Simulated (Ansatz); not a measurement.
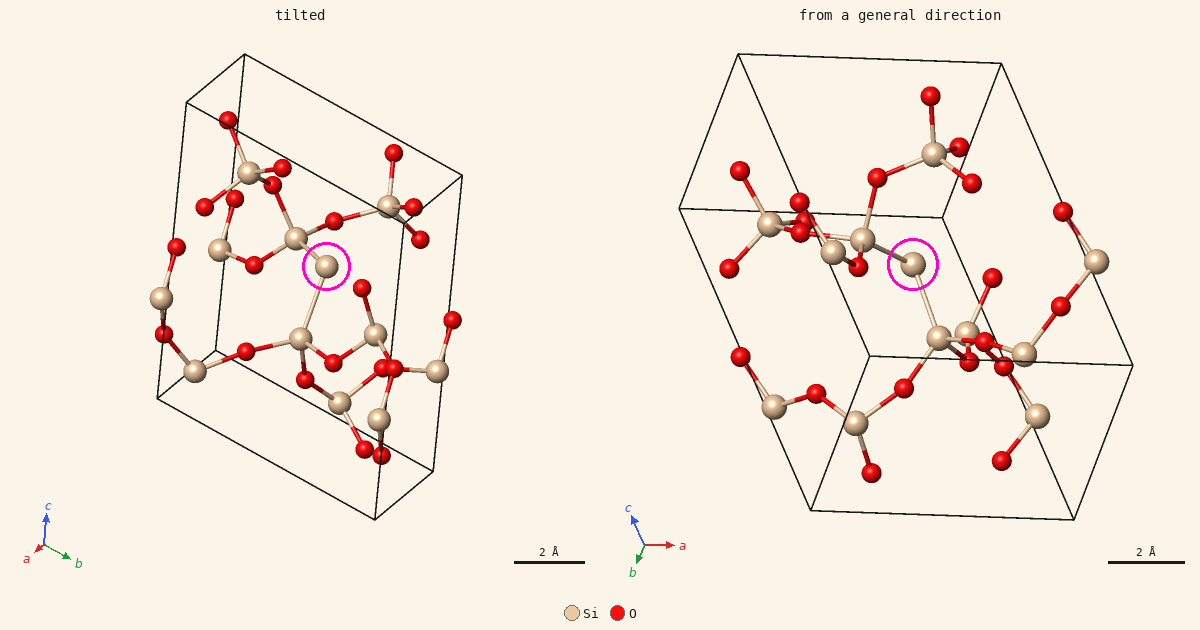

Crystal structure, ball-and-stick style, seen slightly off an axis and from a general direction. Atoms at the boundary of the supercell (the box) are drawn once for each face, edge or corner they touch. The host is SiO2, in a cell of 24 sites, and the cell carries a charge of -2. A ring marks the defect's site.

Spot the defect.

Silicon on an oxygen site (an antisite). It is bonded to two Si in a bent arrangement at about 2.2 Å.

The atoms were relaxed in the host's cell with DFT PBE, scalar-relativistic, plane waves, PAW (Ansatz).
